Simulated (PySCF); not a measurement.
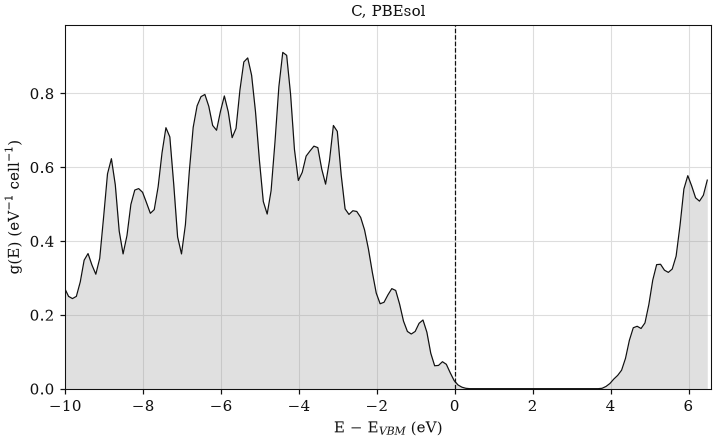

Density of states. Energies are counted from the top of the valence band.

System: diamond-type C, space group Fd-3m (No. 227), 2 atoms in the primitive cell; cubic a = 3.567 Å.

Computed with PySCF: PBEsol, DZVP-MOLOPT-SR/GTH-PBE (potentials made for PBE), no spin polarisation, no spin-orbit coupling, 13×13×13 k mesh in the self-consistent step.

### Metal or insulator, going by the density of states?

There is a gap; over the k points computed it is 4.12 eV.

The density of states was taken with a broadening of 0.15 eV. The potentials were made for another functional. An odd mesh through Γ misses points on the zone boundary, where band edges often lie. The basis of atomic orbitals isn't converged, which shifts gaps and empty levels. LDA, GGA and most meta-GGA functionals understate gaps. At ambient pressure diamond is metastable; the stable form of carbon is graphite.
